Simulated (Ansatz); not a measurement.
## A series of single points on V

System: V (1 atom in the cell).
Method: Kohn-Sham DFT of a periodic cell, LDA, all-electron LAPW, scalar-relativistic, spin-polarised (Ansatz 0.2.0).

The 7 runs differ only in the geometry, by an even scaling of the cell at fixed fractional positions. The structure derives from an entry of the Crystallography Open Database.

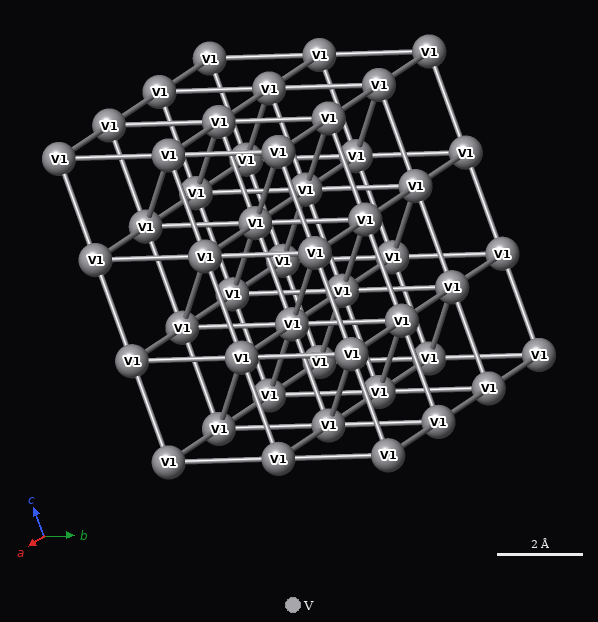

Figure 1. The structure of run 4 (ball-and-stick view of the cell of the calculation, repeated 3 × 2 × 3, seen at an oblique angle; atoms are numbered from 1 in the order of the input).

**Input of run 4**
```yaml
crystal:
  lattice:
    - [-1.51435, 1.51435, 1.51435]
    - [1.51435, -1.51435, 1.51435]
    - [1.51435, 1.51435, -1.51435]
  atoms:
    - { symbol: V, position: [0.0, 0.0, 0.0], spin: 2.0 }
kpoints:
  mp_grid: { grid: [12, 12, 12] }
scf:
  occupations: { method: fermi_dirac, width: 0.05 }
hamiltonian:
  xc: lda
  pseudopotentials: { kind: all_electron, lapw: { basis_error: 0.001 } }
magnetization:
  spin_polarized: true
output:
  forces: true
  stress: true
  eigenvalues: true
```

Command:
```bash
ansatz run input.yaml --threads 2 --pin off --max-ram 6144MiB --backend cpu --events-out ev --progress --plain --runs-dir out
```

Run 3 differs from it as follows:
```diff
-    - [-1.51435, 1.51435, 1.51435]
-    - [1.51435, -1.51435, 1.51435]
-    - [1.51435, 1.51435, -1.51435]
+    - [-1.5041862709, 1.5041862709, 1.5041862709]
+    - [1.5041862709, -1.5041862709, 1.5041862709]
+    - [1.5041862709, 1.5041862709, -1.5041862709]
```

**Results, with one run withheld**

```csv
run,volume per atom (Å³),"free energy per atom, from the lowest run given (meV)",pressure (GPa)
1,13.058,0.00,−8.28
2,13.336,17.43,−11.77
3,13.613,?,?
4,13.891,69.02,−17.78
5,14.169,102.13,−20.36
6,14.447,139.48,−22.68
7,14.725,180.66,−24.76
```

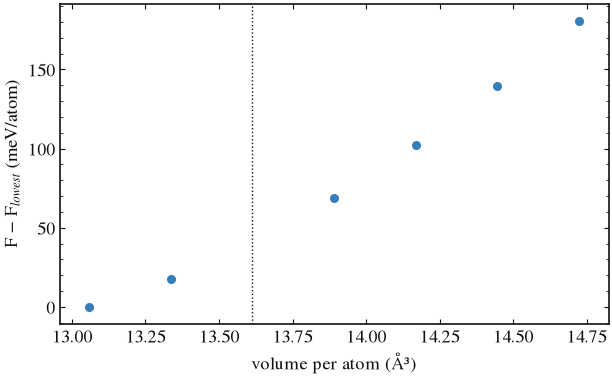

Figure 2. Free energy per atom of the runs given; the dotted line marks run 3.

What should run 3 give?

A cubic polynomial in V^(−2/3) (the Birch–Murnaghan form), fitted to the 6 runs given, misses them by at most 0.01 meV per atom. With x = V^(−2/3) − 0.17284 Å⁻², it reads F = 71.87 − 13594 x + 5.3702e+05 x² − 3.6182e+05 x³ (meV per atom). At run 3 it gives 40.58 meV per atom, and the run itself gives 40.62. The slope of the fit gives a pressure −dF/dV of −14.93 GPa there, and the run prints −14.92 GPa. The fit has no minimum inside this range.

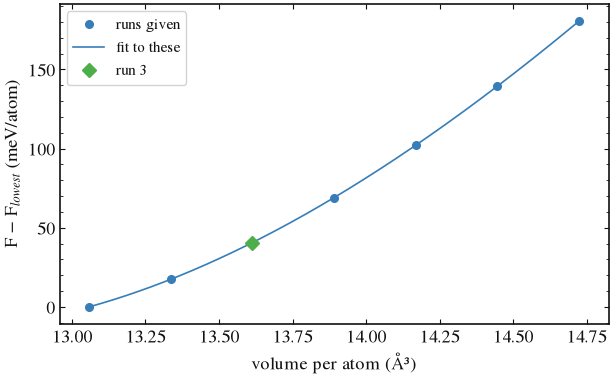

Figure 3. The fit and the withheld run.

**Output, shortened to warnings, some set-up lines, iterations and results (run 3)**
```
WARN: the starting moments were not kept: the SCF closed with an absolute magnetisation of 5.2e-6 μB, where they sum to 2 μB in size (1 site). That is at most 0.1 of that sum. Measured as dr2_m measures the in/out step, that magnetisation stands 5.1e-12 eV from none, at or under the dr2_threshold of 1.0e-7 eV: it is no larger than a step whose dr2_m would equal this threshold. The system may hold …
Basis set: ecut = 261.119630753984 eV, 135 PW (Γ), exchange–correlation at level 2
Symmetry: 48 space group operations
k-points: 72 of 1728
Initial density: superposition of atomic densities (chi_scale 0.1, normalization cell)
[...]
SCF iter   1: F=—  HF=-25780.488574 eV  |F-HF|=—  |Δ(HF+E_count)|=         —  Δρ=7.03e-2 (↑7.03e-2 ↓6.04e-2)  dr2=3.34e-2  dr2_m=5.22e-1  M=0.456 μB ∫|m|=0.456 μB  β_m=0.30  …
SCF iter   2: F=—  HF=-25780.262176 eV  |F-HF|=—  |Δ(HF+E_count)|=   2.26e-1  Δρ=4.84e-2 (↑4.84e-2 ↓4.44e-2)  dr2=5.89e-3  dr2_m=2.66e-1  M=0.427 μB ∫|m|=0.427 μB  β_m=0.63  …
SCF iter   3: F=—  HF=-25780.240628 eV  |F-HF|=—  |Δ(HF+E_count)|=   2.15e-2  Δρ=1.41e-2 (↑1.41e-2 ↓9.81e-3)  dr2=1.15e-2  dr2_m=1.41e-2  M=0.176 μB ∫|m|=0.176 μB  β_m=0.55  …
SCF iter   4: F=—  HF=-25780.179696 eV  |F-HF|=—  |Δ(HF+E_count)|=   6.09e-2  Δρ=3.76e-3 (↑3.76e-3 ↓3.44e-3)  dr2=7.74e-5  dr2_m=1.59e-3  M=0.132 μB ∫|m|=0.132 μB  β_m=0.77  …
SCF iter   5: F=—  HF=-25780.180275 eV  |F-HF|=—  |Δ(HF+E_count)|=   5.79e-4  Δρ=1.69e-3 (↑1.69e-3 ↓1.63e-3)  dr2=3.32e-6  dr2_m=3.43e-4  M=0.079 μB ∫|m|=0.079 μB  β_m=0.89  …
SCF iter   6: F=—  HF=-25780.180590 eV  |F-HF|=—  |Δ(HF+E_count)|=   3.16e-4  Δρ=4.93e-4 (↑4.61e-4 ↓4.93e-4)  dr2=1.36e-6  dr2_m=2.80e-5  M=0.021 μB ∫|m|=0.021 μB  β_m=0.94  …
SCF iter   7: F=—  HF=-25780.180614 eV  |F-HF|=—  |Δ(HF+E_count)|=   2.39e-5  Δρ=8.73e-5 (↑7.97e-5 ↓8.73e-5)  dr2=1.04e-7  dr2_m=8.34e-7  M=0.004 μB ∫|m|=0.004 μB  β_m=0.97  …
SCF iter   8: F=—  HF=-25780.180615 eV  |F-HF|=—  |Δ(HF+E_count)|=   1.05e-6  Δρ=2.81e-6 (↑2.56e-6 ↓2.81e-6)  dr2=2.64e-10  dr2_m=8.10e-10  M=0.000 μB ∫|m|=0.000 μB  β_m=0.99 …
SCF iter   9: F=—  HF=-25780.180615 eV  |F-HF|=—  |Δ(HF+E_count)|=   1.99e-9  Δρ=2.40e-7 (↑2.40e-7 ↓2.21e-7)  dr2=6.95e-13  dr2_m=6.39e-12  M=0.000 μB ∫|m|=0.000 μB  β_m=0.98 …
SCF iter  10: F=-25780.180615 eV  HF=-25780.180615 eV  |F-HF|=7.28e-12  |Δ(HF+E_count)|=  9.09e-11  Δρ=6.20e-8 (↑5.80e-8 ↓6.20e-8)  dr2=4.04e-13  dr2_m=3.11e-13  M=0.000 μB …
SCF 1 converged in 10 iterations: F = -25780.180615 eV  dr2 = 4.04e-13
WARN: the starting moments were not kept: the SCF closed with an absolute magnetisation of 5.2e-6 μB, where they sum to 2 μB in size (1 site). That is at most 0.1 of that sum. Measured as dr2_m measures the in/out step, that magnetisation stands 5.1e-12 eV from none, at or under the dr2_threshold …
SCF converged after 10 iterations
Magnetization: 0.0000 μB (6.5000 up, 6.5000 down)
Absolute magnetization: 0.0000 μB (∫|ρ↑−ρ↓|)
Spin contamination: 0.0000 ħ² per cell (⟨S²⟩ above its minimum at these occupations)
Per-site moments (μB) at R_I (Å): [(4.4324436352383145e-6, 1.302663503211979)]
Free energy (F): -25780.180615 eV
Harris-Foulkes:  -25780.180615 eV  (|F-HF|=7.28e-12)
Internal energy: -25780.162104 eV  (E = F + TS)
E sigma→0 (E₀):  -25780.171360 eV
Entropy (-TS):   -0.018511 eV (-18.511 meV/atom)
Fermi energy:    16.512873 eV
--- Per-component energies (eV) ---
  E_band       = -141.481601
  E_kinetic    = 26037.080172
  E_xc         = -1183.125572
  E_electrostatic = -50634.116705  (all electrons and nuclei)
  E_smearing   = -0.018511  (= −TS)
  E_closure    = 0.000000  (closes the sum)
  E_atoms      = -25770.790703  (free atoms, spherical and without spin; not in F)
  Σ components = -25780.180615   (vs F -25780.180615, Δ=0.00e0)
[...]
```

The program warns: some starting moments were not kept.
